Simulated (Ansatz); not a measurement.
# TiNi: what the fields show

```
CELL_PARAMETERS angstrom
2.73580 0.00000 0.00000
0.00000 2.73580 0.00000
0.00000 0.00000 3.58141
ATOMIC_POSITIONS crystal
Ti 0.50000 0.50000 0.50000
Ni 0.00000 0.00000 0.00000
```

Space group P4/mmm; a structure from a database of computed crystals, not necessarily the ambient phase; computed pressure about −10 GPa in this cell; spin-polarised.

Theory: Ansatz 0.2.0, DFT, LDA, PAW with Ansatz's default frozen-core files, scalar-relativistic.

Core electrons are frozen (PAW), and the valence fields are smoothed inside the atomic spheres.

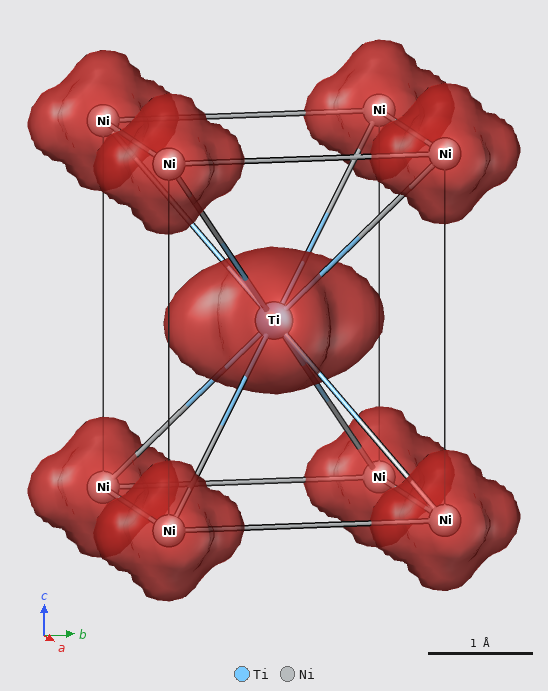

Figure 1. Isosurface of the spin density at +0.08 e/Å³ (red), seen slightly off an axis. Sticks mark near contacts.

> Where is the spin, and how is it ordered?

The spin density sits on Ti: +0.6 μB; Ni: +0.4 μB in one cell of 2 atoms: parallel main moments (a ferromagnetic arrangement) in this solution. The cell of the calculation (2 atoms) carries 1.2 μB of net spin moment.

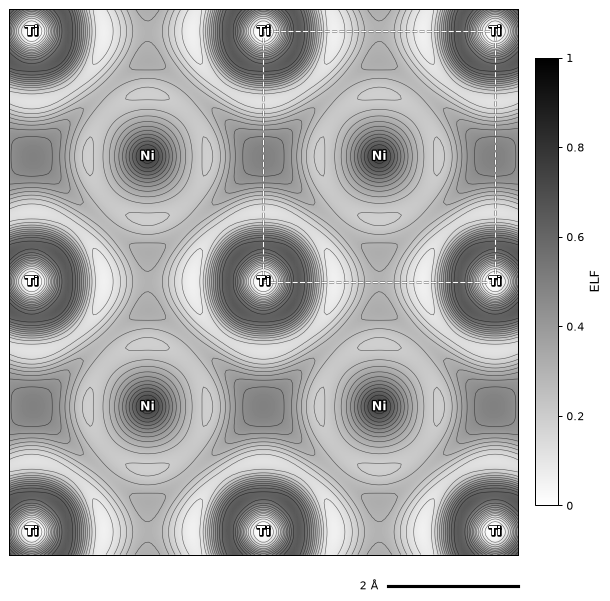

Figure 2. ELF on the (11̄0) plane of the conventional cell.

> Describe what can be read from this map.

Atoms in the plane: Ti and Ni.
Ti–Ni (2.64 Å): the ELF is about 0.25 at the midpoint; no shared electron pair shows on this line.
The features right at Ti and Ni lie inside the PAW spheres, where the map follows smoothed inner orbitals and isn't to be read closely.

> Does the calculation make it a metal, or give it a gap?

It is metallic or semimetallic at this level of theory: no gap opens.
